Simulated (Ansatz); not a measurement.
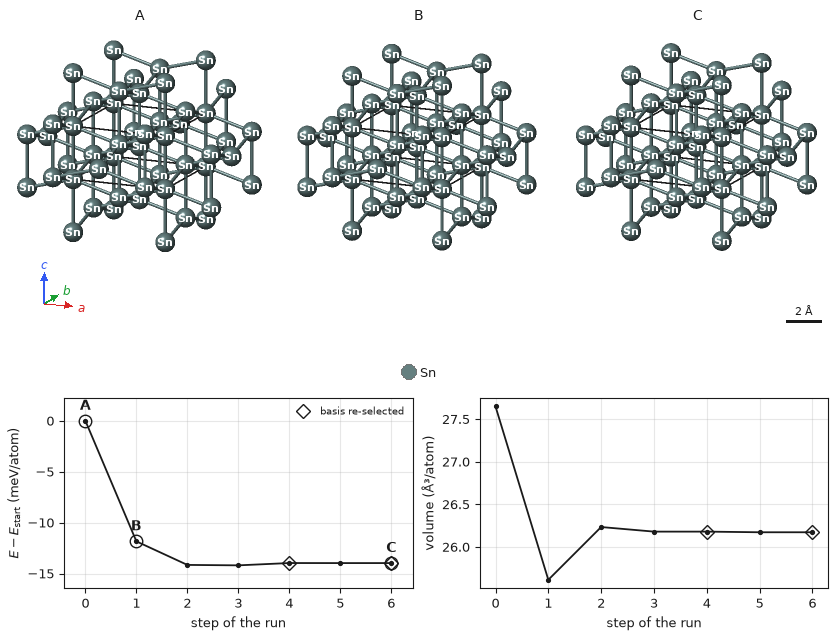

Frames of a relaxation of crystalline Sn (set up in I4_1/amd), marked on the history of the run. The picture is a ball-and-stick view of the conventional cell (2 times the calculation's cell), seen slightly off an axis. Lengths and directions refer to the drawn axes.

The run lets cell and atoms move.

Level of theory: Kohn-Sham DFT of a periodic cell, LDA, Ansatz PAW in Ansatz.

The input:
```yaml
crystal:
  lattice:
    - [-2.9401404553, 2.9401404553, 1.5993019889]
    - [2.9401404553, -2.9401404553, 1.5993019889]
    - [2.9401404553, 2.9401404553, -1.5993019889]
  atoms:
    - { symbol: Sn, position: [0.0, 0.0, 0.0] }
    - { symbol: Sn, position: [0.75, 0.25, 0.5] }
hamiltonian:
  xc: lda
  pseudopotentials: { kind: paw }
kpoints:
  mp_grid: { grid: [9, 9, 9] }
scf:
  occupations: { method: fermi_dirac, width: 0.05 }
output:
  forces: true
  stress: true
  eigenvalues: true
  write_density: true
  write_potential: true
  elf: true
  volumetric_format: npy
relax:
  f_tol: 0.01
  max_steps: 40
  cell: { stress_tol: 0.05 }
```

Run as
```bash
ansatz run input.yaml --threads 2 --pin off --max-ram 5632MiB --backend cpu --events-out ev --progress --plain --runs-dir out
```

### What happens along the run?

No atom moves by more than 0.005 Å relative to the cell. Cell: a = b 5.880 → 5.787 Å (−1.6 %), c 3.199 → 3.126 Å (−2.3 %). Volume −5.3 %. Among the contacts that change: Sn–Sn 3.199 → 3.126 Å, Sn–Sn 3.047 → 2.997 Å. The space group stays I4_1/amd (No. 141). After 4 accepted moves (6 points after the start) the energy has fallen by 14.0 meV per atom. All forces vanish by symmetry, so only the cell relaxes. The pressure goes from −2.86 to 0.01 GPa. At 2 points the geometry stayed and the basis and grid were re-selected for the new cell (energy shift of 0.2 meV per atom at most each time). From step 0 to 1: volume −7.4 %, energy −11.8 meV per atom. From step 1 to 6: volume +2.2 %, energy −2.1 meV per atom.

```tsv
step	E − E(0), meV/atom	pressure, GPa	volume, Å³/atom	note
0	0.00	-2.86	27.650	
1	-11.84	1.37	25.615	
2	-14.15	-0.13	26.234	
3	-14.19	-0.01	26.180	
4	-13.96	-0.01	26.180	same geometry, new basis
5	-13.97	0.01	26.173	
6	-13.97	0.01	26.173	same geometry, new basis
```
